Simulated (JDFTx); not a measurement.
## Run report: NaI, geometry relaxation (part 1 of 2)

NaI (Fm-3m, 2 atoms in the cell), computed with Kohn-Sham DFT of a periodic cell, PBE with D3, PseudoDojo-SR-PBE-0.5-standard, no spin polarisation (JDFTx 1.7.0 (patched build)).

The structure derives from an entry of the Crystallography Open Database.

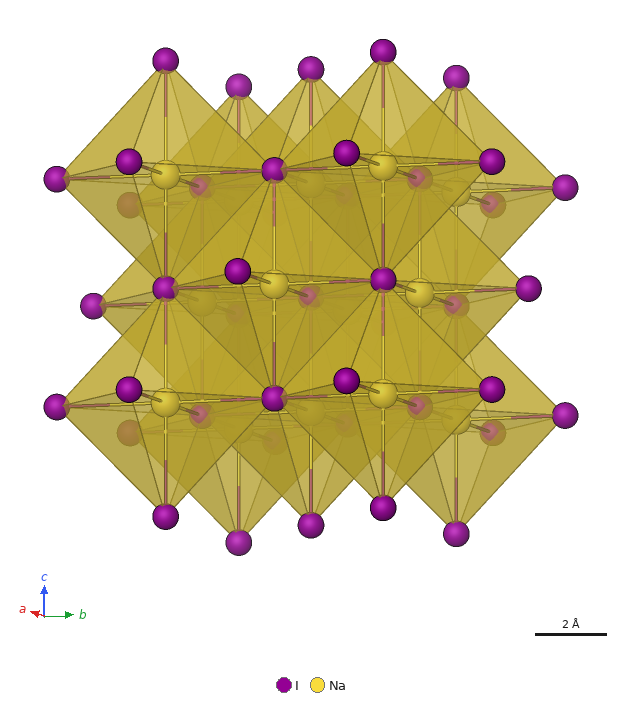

The structure as given in the input (polyhedral view of the cell 4 times as large as that of the calculation, set on its symmetry axes, seen at an oblique angle; polyhedra are completed across the faces of the cell).

## Input
```
lattice \
    0.0000000000     3.2364000000     3.2364000000 \
    3.2364000000     0.0000000000     3.2364000000 \
    3.2364000000     3.2364000000     0.0000000000
latt-scale 1.889726124626 1.889726124626 1.889726124626
coords-type Lattice
ion I      0.5000000000     0.5000000000     0.5000000000 1
ion Na     0.0000000000     0.0000000000     0.0000000000 1

ion-species pseudo/I.upf
ion-species pseudo/Na.upf
elec-cutoff 44 352
elec-ex-corr gga-PBE
van-der-waals D3
kpoint-folding 7 7 7
elec-smearing Fermi 0.0018374661
elec-n-bands 14
electronic-SCF nIterations 100 energyDiffThreshold 1e-09
electronic-minimize nIterations 30 energyDiffThreshold 1e-7
forces-output-coords Cartesian
lattice-minimize nIterations 40 energyDiffThreshold 1e-6

dump-name run.$VAR
dump End Ecomponents EigStats BandEigs Kpoints Forces Stress
```

Command:
```bash
jdftx -c 1 -i NaI.in -o NaI.out
```

## The program's output
```
*************** JDFTx 1.7.0 (patched build) ***************

Input parsed successfully to the following command list (including defaults):
[... the input with its defaults ...]

---------- Setting up symmetries ----------

Found 48 point-group symmetries of the bravais lattice
Found 48 space-group symmetries with basis
Applied RMS atom displacement 0 bohrs to make symmetries exact.

---------- Initializing the Grid ----------
R =
[            0      6.11591      6.11591  ]
[      6.11591            0      6.11591  ]
[      6.11591      6.11591            0  ]
unit cell volume = 457.523
G =
[  -0.513675   0.513675   0.513675  ]
[   0.513675  -0.513675   0.513675  ]
[   0.513675   0.513675  -0.513675  ]
Minimum fftbox size, Smin = [  76  76  76  ]
Chosen fftbox size, S = [  80  80  80  ]

---------- Initializing tighter grid for wavefunction operations ----------
R =
[            0      6.11591      6.11591  ]
[      6.11591            0      6.11591  ]
[      6.11591      6.11591            0  ]
unit cell volume = 457.523
G =
[  -0.513675   0.513675   0.513675  ]
[   0.513675  -0.513675   0.513675  ]
[   0.513675   0.513675  -0.513675  ]
Minimum fftbox size, Smin = [  52  52  52  ]
Chosen fftbox size, S = [  54  54  54  ]

---------- Exchange Correlation functional ----------
Initalized PBE GGA exchange.
Initalized PBE GGA correlation.

---------- Setting up pseudopotentials ----------
Width of ionic core gaussian charges (only for fluid interactions / plotting) set to 0

Reading pseudopotential file 'pseudo/I.upf':
  'I' pseudopotential, 'PBE' functional
  Generated using ONCVPSP code by D. R. Hamann
  7 valence electrons, 2 orbitals, 8 projectors, 1001 radial grid points, with lMax = 3
    5S    l: 0   occupation:  2.0   eigenvalue: -0.639713
    5P    l: 1   occupation:  5.0   eigenvalue: -0.260404
  Core radius for overlap checks: 2.22 bohrs.

Reading pseudopotential file 'pseudo/Na.upf':
  'Na' pseudopotential, 'PBE' functional
  Generated using ONCVPSP code by D. R. Hamann
  9 valence electrons, 3 orbitals, 4 projectors, 1001 radial grid points, with lMax = 1
    2S    l: 0   occupation:  2.0   eigenvalue: -2.085640
    2P    l: 1   occupation:  6.0   eigenvalue: -1.053708
    3S    l: 0   occupation:  1.0   eigenvalue: -0.100838
  Core radius for overlap checks: 1.48 bohrs.

Initialized 2 species with 2 total atoms.

Folded 1 k-points by 7x7x7 to 343 k-points.

---------- Setting up k-points, bands, fillings ----------
Reduced to 20 k-points under symmetry.
Computing the number of bands and number of electrons
Calculating initial fillings.
nElectrons:  16.000000   nBands: 14   nStates: 20

----- Setting up reduced wavefunction bases (one per k-point) -----
average nbasis = 6378.656 , ideal nbasis = 6378.025

Initializing DFT-D3 calculator:
	Parameters set for gga-PBE functional
	s6:  1.000  s_r6:  1.217
	s8:  0.722  s_r8:  1.000
	Per-atom parameters loaded for:
	 I:  sqrtQ[a0]:  5.533  Rcov[a0]:  2.494  CN: [ 0.00 1.00 ]
	Na:  sqrtQ[a0]:  6.586  Rcov[a0]:  2.646  CN: [ 0.00 0.97 ]

---------- Setting up ewald sum ----------
Optimum gaussian width for ewald sums = 2.777740 bohr.
Real space sum over 1331 unit cells with max indices [  5  5  5  ]
Reciprocal space sum over 2197 terms with max indices [  6  6  6  ]

Computing DFT-D3 correction:
# coordination-number I 5.583
# coordination-number Na 5.895
# diagonal-C6 I 358.50
# diagonal-C6 Na 186.11
EvdW_6 =   -0.005453
EvdW_8 =   -0.011293

---------- Allocating electronic variables ----------
Initializing wave functions:  linear combination of atomic orbitals
Note: number of bands (14) exceeds available atomic orbitals (9)
I pseudo-atom occupations:   s ( 2 )  p ( 5 )
Na pseudo-atom occupations:   s ( 2 1 )  p ( 6 )
	FillingsUpdate:  mu: +0.169251004  nElectrons: 16.000000
LCAOMinimize: Iter:   0  F: -57.4267632590604151  |grad|_K:  1.542e-03  alpha:  1.000e+00
	FillingsUpdate:  mu: +0.165080879  nElectrons: 16.000000
LCAOMinimize: Iter:   1  F: -57.4304148715847376  |grad|_K:  2.653e-05  alpha:  7.612e-01  linmin:  1.609e-01  cgtest: -8.900e-01
	FillingsUpdate:  mu: +0.165087942  nElectrons: 16.000000
LCAOMinimize: Iter:   2  F: -57.4304149794823857  |grad|_K:  2.554e-05  alpha:  8.792e-01  linmin: -6.257e-06  cgtest:  9.606e-01
	FillingsUpdate:  mu: +0.165153486  nElectrons: 16.000000
LCAOMinimize: Iter:   3  F: -57.4304159225645421  |grad|_K:  1.471e-07  alpha:  7.376e-01  linmin: -1.565e-02  cgtest:  7.012e-02
LCAOMinimize: Encountered beta<0, resetting CG.
LCAOMinimize: Converged (|Delta F|<1.000000e-06 for 2 iters).

--------- Lattice Minimization ---------

Computing DFT-D3 correction:
# coordination-number I 5.583
# coordination-number Na 5.895
# diagonal-C6 I 358.50
# diagonal-C6 Na 186.11
EvdW_6 =   -0.005453
EvdW_8 =   -0.011293

-------- Electronic minimization -----------
Will mix electronic density at each iteration.
	FillingsUpdate:  mu: +0.165153486  nElectrons: 16.000000
	FillingsUpdate:  mu: +0.153139959  nElectrons: 16.000000
SCF: Cycle:  0   F: -57.444749328539430   dF: -1.433e-02   |Residual|: 4.887e-02   |deigs|: 1.319e-01
	FillingsUpdate:  mu: +0.151265989  nElectrons: 16.000000
SCF: Cycle:  1   F: -57.448111755439655   dF: -3.362e-03   |Residual|: 2.073e-02   |deigs|: 1.003e-02
	FillingsUpdate:  mu: +0.149661721  nElectrons: 16.000000
SCF: Cycle:  2   F: -57.448986674849166   dF: -8.749e-04   |Residual|: 3.821e-03   |deigs|: 5.875e-03
	FillingsUpdate:  mu: +0.149217861  nElectrons: 16.000000
SCF: Cycle:  3   F: -57.448991774384588   dF: -5.100e-06   |Residual|: 7.684e-04   |deigs|: 8.790e-04
	FillingsUpdate:  mu: +0.149181977  nElectrons: 16.000000
SCF: Cycle:  4   F: -57.448992945010346   dF: -1.171e-06   |Residual|: 4.001e-04   |deigs|: 3.029e-04
	FillingsUpdate:  mu: +0.149168509  nElectrons: 16.000000
SCF: Cycle:  5   F: -57.448993359969307   dF: -4.150e-07   |Residual|: 1.744e-04   |deigs|: 3.098e-04
	FillingsUpdate:  mu: +0.149177031  nElectrons: 16.000000
SCF: Cycle:  6   F: -57.448993529111050   dF: -1.691e-07   |Residual|: 1.074e-04   |deigs|: 6.860e-05
	FillingsUpdate:  mu: +0.149192054  nElectrons: 16.000000
SCF: Cycle:  7   F: -57.448993614609719   dF: -8.550e-08   |Residual|: 6.288e-05   |deigs|: 1.683e-04
	FillingsUpdate:  mu: +0.149194254  nElectrons: 16.000000
SCF: Cycle:  8   F: -57.448993651592751   dF: -3.698e-08   |Residual|: 1.957e-05   |deigs|: 8.088e-05
	FillingsUpdate:  mu: +0.149197054  nElectrons: 16.000000
SCF: Cycle:  9   F: -57.448993669632095   dF: -1.804e-08   |Residual|: 2.318e-05   |deigs|: 3.129e-05
	FillingsUpdate:  mu: +0.149198811  nElectrons: 16.000000
SCF: Cycle: 10   F: -57.448993679663360   dF: -1.003e-08   |Residual|: 6.525e-06   |deigs|: 2.925e-05
	FillingsUpdate:  mu: +0.149198596  nElectrons: 16.000000
SCF: Cycle: 11   F: -57.448993684035401   dF: -4.372e-09   |Residual|: 6.808e-06   |deigs|: 2.593e-05
	FillingsUpdate:  mu: +0.149198680  nElectrons: 16.000000
SCF: Cycle: 12   F: -57.448993686325053   dF: -2.290e-09   |Residual|: 1.037e-05   |deigs|: 2.493e-05
	FillingsUpdate:  mu: +0.149198622  nElectrons: 16.000000
SCF: Cycle: 13   F: -57.448993687511305   dF: -1.186e-09   |Residual|: 4.670e-06   |deigs|: 1.654e-05
	FillingsUpdate:  mu: +0.149198604  nElectrons: 16.000000
SCF: Cycle: 14   F: -57.448993688108651   dF: -5.973e-10   |Residual|: 3.920e-06   |deigs|: 1.862e-05
	FillingsUpdate:  mu: +0.149198565  nElectrons: 16.000000
SCF: Cycle: 15   F: -57.448993688537080   dF: -4.284e-10   |Residual|: 2.237e-06   |deigs|: 5.010e-05
SCF: Converged (|Delta E|<1.000000e-09 for 2 iters).

Setting wave functions to eigenvectors of Hamiltonian

Computing DFT-D3 correction:
# coordination-number I 5.583
# coordination-number Na 5.895
# diagonal-C6 I 358.50
# diagonal-C6 Na 186.11
EvdW_6 =   -0.005453
EvdW_8 =   -0.011293
# Lattice vectors:
R =
[            0      6.11591      6.11591  ]
[      6.11591            0      6.11591  ]
[      6.11591      6.11591            0  ]
unit cell volume = 457.523

# Strain tensor in Cartesian coordinates:
[            0            0            0  ]
[            0            0            0  ]
[            0            0            0  ]

# Stress tensor in Cartesian coordinates [Eh/a0^3]:
[  1.63714e-05            0            0  ]
[            0  1.63714e-05            0  ]
[            0            0  1.63714e-05  ]

# Ionic positions in lattice coordinates:
ion I   0.500000000000000   0.500000000000000   0.500000000000000 1
ion Na   0.000000000000000   0.000000000000000   0.000000000000000 1

# Forces in Cartesian coordinates:
force I  -0.000000000000000   0.000000000000000  -0.000000000000000 1
force Na  -0.000000000000000   0.000000000000000  -0.000000000000000 1

# Energy components:
   Eewald =      -29.9766697646903850
       EH =       21.4415096086357053
     Eloc =      -57.4519256536196679
      Enl =      -12.8891195064458337
     EvdW =       -0.0167456145616610
      Exc =      -10.8894023482029016
 Exc_core =        1.3139333679425915
       KE =       31.0194262224050661
-------------------------------------
     Etot =      -57.4489936885370795
       TS =        0.0000000000000003
-------------------------------------
        F =      -57.4489936885370795

LatticeMinimize: Iter:   0  F: -57.448993688537080  |grad|_K:  1.684e-03

#--- Lowdin population analysis ---
# oxidation-state I -0.570
# oxidation-state Na +0.611

Computing DFT-D3 correction:
# coordination-number I 5.585
# coordination-number Na 5.897
# diagonal-C6 I 358.50
# diagonal-C6 Na 186.11
EvdW_6 =   -0.005455
EvdW_8 =   -0.011296

-------- Electronic minimization -----------
Will mix electronic density at each iteration.
	FillingsUpdate:  mu: +0.149198565  nElectrons: 16.000000
	FillingsUpdate:  mu: +0.149345425  nElectrons: 16.000000
SCF: Cycle:  0   F: -57.448996496763137   dF: -2.849e-08   |Residual|: 1.490e-05   |deigs|: 3.124e-05
	FillingsUpdate:  mu: +0.149345730  nElectrons: 16.000000
SCF: Cycle:  1   F: -57.448996507104916   dF: -1.034e-08   |Residual|: 2.016e-05   |deigs|: 1.634e-05
	FillingsUpdate:  mu: +0.149345458  nElectrons: 16.000000
SCF: Cycle:  2   F: -57.448996505638050   dF: +1.467e-09   |Residual|: 4.224e-05   |deigs|: 1.584e-05
	FillingsUpdate:  mu: +0.149345828  nElectrons: 16.000000
SCF: Cycle:  3   F: -57.448996507846118   dF: -2.208e-09   |Residual|: 1.220e-05   |deigs|: 1.843e-05
	FillingsUpdate:  mu: +0.149345918  nElectrons: 16.000000
SCF: Cycle:  4   F: -57.448996508053355   dF: -2.072e-10   |Residual|: 3.397e-06   |deigs|: 1.580e-05
	FillingsUpdate:  mu: +0.149345783  nElectrons: 16.000000
SCF: Cycle:  5   F: -57.448996508089394   dF: -3.604e-11   |Residual|: 1.176e-06   |deigs|: 1.334e-05
SCF: Converged (|Delta E|<1.000000e-09 for 2 iters).

Setting wave functions to eigenvectors of Hamiltonian

Computing DFT-D3 correction:
# coordination-number I 5.585
# coordination-number Na 5.897
# diagonal-C6 I 358.50
# diagonal-C6 Na 186.11
EvdW_6 =   -0.005455
EvdW_8 =   -0.011296
LatticeMinimize: 	Wolfe criterion not satisfied: alpha: 1  (E-E0)/|gdotd0|: -0.994654  gdotd/gdotd0: 0.987995 (taking cubic step)

Computing DFT-D3 correction:
# coordination-number I 5.589
# coordination-number Na 5.902
# diagonal-C6 I 358.50
# diagonal-C6 Na 186.11
EvdW_6 =   -0.005459
EvdW_8 =   -0.011303

-------- Electronic minimization -----------
Will mix electronic density at each iteration.
	FillingsUpdate:  mu: +0.149345783  nElectrons: 16.000000
	FillingsUpdate:  mu: +0.149639837  nElectrons: 16.000000
SCF: Cycle:  0   F: -57.449002043128431   dF: -1.508e-07   |Residual|: 5.187e-05   |deigs|: 1.169e-05
	FillingsUpdate:  mu: +0.149640572  nElectrons: 16.000000
SCF: Cycle:  1   F: -57.449002048977626   dF: -5.849e-09   |Residual|: 2.527e-05   |deigs|: 1.433e-05
	FillingsUpdate:  mu: +0.149640812  nElectrons: 16.000000
SCF: Cycle:  2   F: -57.449002049985765   dF: -1.008e-09   |Residual|: 4.980e-06   |deigs|: 1.515e-05
	FillingsUpdate:  mu: +0.149640699  nElectrons: 16.000000
SCF: Cycle:  3   F: -57.449002050027829   dF: -4.206e-11   |Residual|: 3.107e-06   |deigs|: 1.074e-05
	FillingsUpdate:  mu: +0.149640577  nElectrons: 16.000000
SCF: Cycle:  4   F: -57.449002050047739   dF: -1.991e-11   |Residual|: 8.452e-07   |deigs|: 1.090e-05
SCF: Converged (|Delta E|<1.000000e-09 for 2 iters).

Setting wave functions to eigenvectors of Hamiltonian

Computing DFT-D3 correction:
# coordination-number I 5.589
# coordination-number Na 5.902
# diagonal-C6 I 358.50
# diagonal-C6 Na 186.11
EvdW_6 =   -0.005459
EvdW_8 =   -0.011303
LatticeMinimize: 	Wolfe criterion not satisfied: alpha: 3  (E-E0)/|gdotd0|: -2.94969  gdotd/gdotd0: 0.964749 (taking cubic step)

Computing DFT-D3 correction:
# coordination-number I 5.597
# coordination-number Na 5.912
# diagonal-C6 I 358.50
# diagonal-C6 Na 186.11
EvdW_6 =   -0.005466
EvdW_8 =   -0.011317

-------- Electronic minimization -----------
Will mix electronic density at each iteration.
	FillingsUpdate:  mu: +0.149640577  nElectrons: 16.000000
	FillingsUpdate:  mu: +0.150229391  nElectrons: 16.000000
SCF: Cycle:  0   F: -57.449012707126499   dF: -6.045e-07   |Residual|: 1.192e-04   |deigs|: 1.121e-05
	FillingsUpdate:  mu: +0.150230732  nElectrons: 16.000000
SCF: Cycle:  1   F: -57.449012731560373   dF: -2.443e-08   |Residual|: 4.575e-05   |deigs|: 2.394e-05
	FillingsUpdate:  mu: +0.150231316  nElectrons: 16.000000
SCF: Cycle:  2   F: -57.449012735512525   dF: -3.952e-09   |Residual|: 1.241e-05   |deigs|: 1.783e-05
	FillingsUpdate:  mu: +0.150231252  nElectrons: 16.000000
SCF: Cycle:  3   F: -57.449012735663899   dF: -1.514e-10   |Residual|: 9.952e-06   |deigs|: 8.244e-06
	FillingsUpdate:  mu: +0.150231315  nElectrons: 16.000000
SCF: Cycle:  4   F: -57.449012735754629   dF: -9.073e-11   |Residual|: 3.046e-06   |deigs|: 7.619e-06
SCF: Converged (|Delta E|<1.000000e-09 for 2 iters).

Setting wave functions to eigenvectors of Hamiltonian

Computing DFT-D3 correction:
# coordination-number I 5.597
# coordination-number Na 5.912
# diagonal-C6 I 358.50
# diagonal-C6 Na 186.11
EvdW_6 =   -0.005466
EvdW_8 =   -0.011317
LatticeMinimize: 	Wolfe criterion not satisfied: alpha: 7  (E-E0)/|gdotd0|: -6.71929  gdotd/gdotd0: 0.916091 (taking cubic step)

Computing DFT-D3 correction:
# coordination-number I 5.612
# coordination-number Na 5.932
# diagonal-C6 I 358.50
# diagonal-C6 Na 186.11
EvdW_6 =   -0.005481
EvdW_8 =   -0.011344

-------- Electronic minimization -----------
Will mix electronic density at each iteration.
	FillingsUpdate:  mu: +0.150231315  nElectrons: 16.000000
	FillingsUpdate:  mu: +0.151413062  nElectrons: 16.000000
SCF: Cycle:  0   F: -57.449032417625226   dF: -2.437e-06   |Residual|: 2.376e-04   |deigs|: 3.686e-05
	FillingsUpdate:  mu: +0.151415441  nElectrons: 16.000000
SCF: Cycle:  1   F: -57.449032503153475   dF: -8.553e-08   |Residual|: 9.238e-05   |deigs|: 4.438e-05
	FillingsUpdate:  mu: +0.151416692  nElectrons: 16.000000
SCF: Cycle:  2   F: -57.449032518902392   dF: -1.575e-08   |Residual|: 2.497e-05   |deigs|: 3.017e-05
	FillingsUpdate:  mu: +0.151416506  nElectrons: 16.000000
SCF: Cycle:  3   F: -57.449032519397718   dF: -4.953e-10   |Residual|: 1.670e-05   |deigs|: 4.062e-06
	FillingsUpdate:  mu: +0.151416349  nElectrons: 16.000000
SCF: Cycle:  4   F: -57.449032519638322   dF: -2.406e-10   |Residual|: 3.833e-06   |deigs|: 3.238e-06
SCF: Converged (|Delta E|<1.000000e-09 for 2 iters).

Setting wave functions to eigenvectors of Hamiltonian
```
